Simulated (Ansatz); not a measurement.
## Run report: Ge$_{8}$S, single-point calculation (part 1 of 3)

System: Ge$_{8}$S (slab, 9 atoms in the cell).
Method: DFT, PBEsol, plane waves, PAW, no spin polarisation (Ansatz 0.2.0).

The structure derives from an entry of the Crystallography Open Database. Figures and captions count atoms from 1; the log counts them from 0 in places.

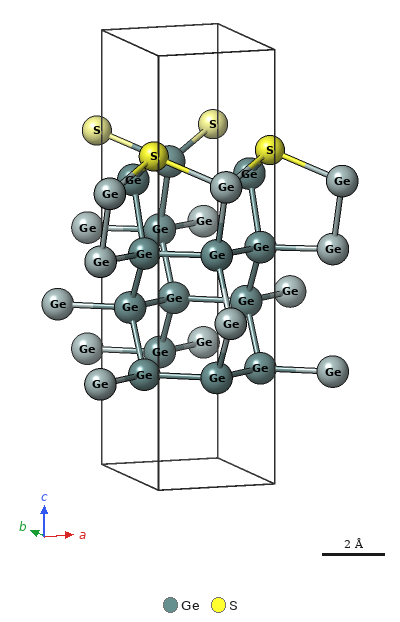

**Figure 1.** The structure (ball-and-stick view of the cell of the calculation, with the vacuum cut short, seen slightly off an axis; neighbours outside the cell are drawn fainter). An atom can appear more than once, as a periodic image.

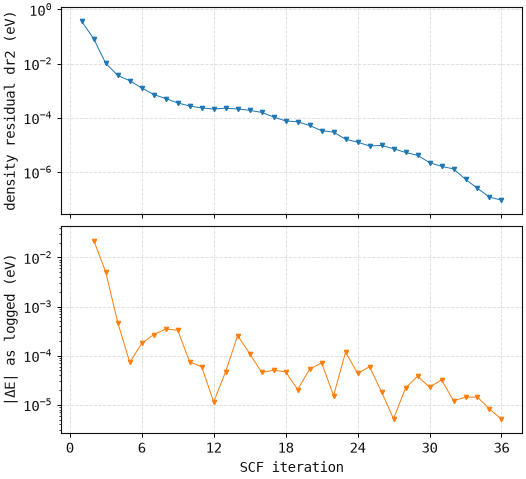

**Figure 2.** Convergence of the self-consistent field: density residual dr2 and size of the energy change against the SCF iteration. The residual falls almost steadily, with no more than small rises.

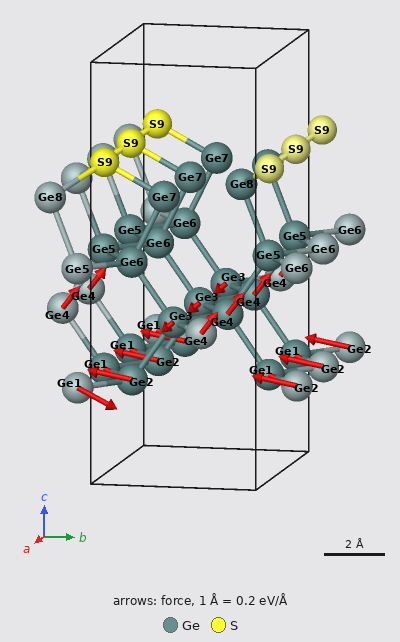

**Figure 3.** Forces on the atoms as red arrows (ball-and-stick view of the 2 × 1 repeat of the cell, with the vacuum cut short, seen slightly off an axis; neighbours outside the cell are drawn fainter; atoms are numbered from 1 in the order of the input); the smallest are left out. The largest act on Ge2 (0.32 eV/Å); Ge1 (0.31 eV/Å); Ge4 (0.19 eV/Å); Ge3 (0.11 eV/Å). The geometry is not a stationary point of this energy.

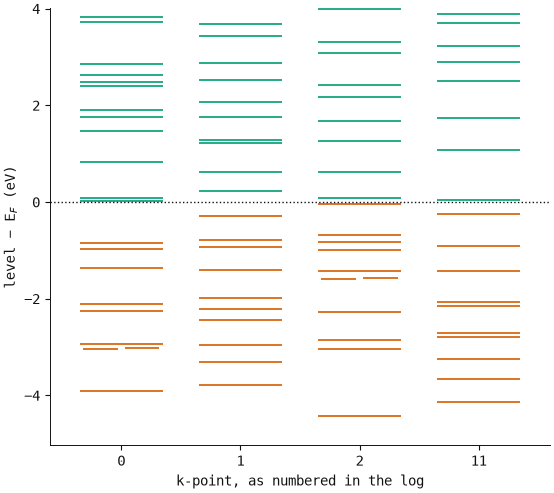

**Figure 4.** Kohn–Sham levels near the Fermi level (dotted) at the few k-points that the log prints; levels within 0.02 eV of each other stand side by side. The system is metallic on the full mesh.

The input and output of the run follow.

**The input**
```yaml
crystal:
  lattice:
    - [4.0133694111, 0.0, 0.0]
    - [0.0, 5.675761452, 0.0]
    - [0.0, 0.0, 25.0200541167]
  atoms:
    - { symbol: Ge, position: [0.5, 0.0, 0.3397274826] }
    - { symbol: Ge, position: [0.0, 0.25, 0.3397274826] }
    - { symbol: Ge, position: [0.0, 0.5, 0.4199305348] }
    - { symbol: Ge, position: [0.5, 0.75, 0.4199305348] }
    - { symbol: Ge, position: [0.5, -0.0031854254, 0.5018163893] }
    - { symbol: Ge, position: [0.0, 0.2486339108, 0.4998789137] }
    - { symbol: Ge, position: [0.0, 0.4435191911, 0.5904804226] }
    - { symbol: Ge, position: [0.5, 0.8334149574, 0.5972307115] }
    - { symbol: S, position: [0.0, 0.0831618568, 0.6338433354] }
basis:
  ecutwfc: 420
kpoints:
  mp_grid: { grid: [7, 5, 1] }
hamiltonian:
  xc: pbesol
scf:
  occupations: { method: gaussian, width: 0.1 }
  mixing: { preconditioner: kerker }
output:
  forces: true
  eigenvalues: true
efield:
  axis: 3
  dipole_correction: true
  ramp_width: 0.04
```

Launched with:
```bash
ansatz run input.yaml --threads 2 --pin off --max-ram 5120MiB --backend cpu --events-out ev --progress --plain --runs-dir out
```

**Log**
```
Engine: ansatz 0.2.0, x86_64-unknown-linux-gnu
Pseudopotentials: kind: paw
Pseudopotential: Ge, paw, valence charge 14, recommended cutoff 420 eV (normal), Ge.paw.azcp
Pseudopotential: S, paw, valence charge 6, recommended cutoff 420 eV (normal), S.paw.azcp
Functional definition: PBEsol
  exchange = pbesol_x
  correlation = pbesol_c
Crystal: 9 atoms, lattice volume = 569.930 Å³
Basis set: ecut = 420 eV, 11205 PW (Γ), exchange–correlation on 54×80×360 points (8 copies of the dense FFT grid, shifted against one another)
Bands: 71, of which v1, the nominal top of the filled ones, is band 59 counted from 1 (58 counted from 0)
Symmetry: 2 space group operations
Space group: Pm (ITA 6), of the structure as read, at distance tolerance 8.3e-5 Å
k-points: 12 of 35 (time reversal used)
Non-local potential: Ge, projectors of the file, l = 0: 2, l = 1: 2, l = 2: 3, l = 3: 1
Non-local potential: S, projectors of the file, l = 0: 2, l = 1: 2, l = 2: 2
PAW form: soft (Blöchl's): semilocal exchange-correlation on the pseudo side does not see the compensation charge
PAW frozen core: Ge, regenerated for the run's functional, and the local potential with it (the file was generated under x = pbe(κ = 0.804, μ = 0.2195149727645171), c = pbe(β = 0.06672455060314922))
PAW frozen core: S, regenerated for the run's functional, and the local potential with it (the file was generated under x = pbe(κ = 0.804, μ = 0.2195149727645171), c = pbe(β = 0.06672455060314922))
PAW one-centre angular grid: Ge, 590 points (default); XC on 64 Gauss nodes
PAW one-centre angular grid: S, 110 points (default); XC on 64 Gauss nodes
Initial density: superposition of atomic densities (neutral atoms: chi_scale 0, normalization atom), corrected by the library's trained network
Initial wavefunctions: pseudopotential atomic-orbital guess
Functional: x = pbesol(κ = 0.804, μ = 0.12345679012345678), c = pbesol(β = 0.046)
```
